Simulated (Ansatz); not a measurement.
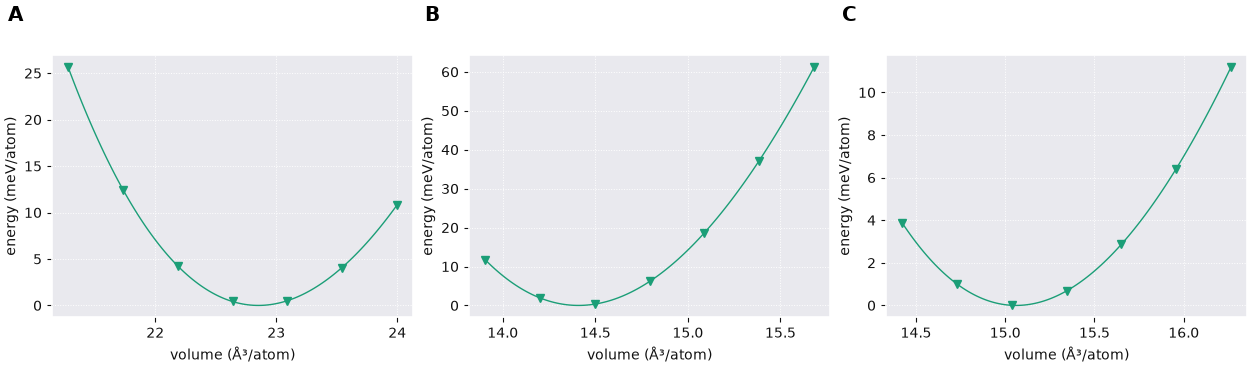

Each panel shows the energy against volume for one of these solids: Ge, Fd-3m (No. 227); HfN, F-43m (No. 216); Li₂S, Fm-3m (No. 225).

How it was computed, with Ansatz 0.2.0: all-electron LAPW DFT, no spin polarisation; energies at scaled volumes of the given cell, shape and fractions fixed, counted from the fit's minimum, third-order Birch-Murnaghan fit. Level: PBEsol.

Match the panels to the solids.

A is Ge (energy from 0.45 meV/atom to 25.63 meV/atom, V0 22.85 Å³/atom, B0 66.2 GPa); B is HfN (energy from 0.34 meV/atom to 61.17 meV/atom, V0 14.41 Å³/atom, B0 201 GPa); C is Li₂S (energy from 0.01 meV/atom to 11.18 meV/atom, V0 15.06 Å³/atom, B0 42.6 GPa).
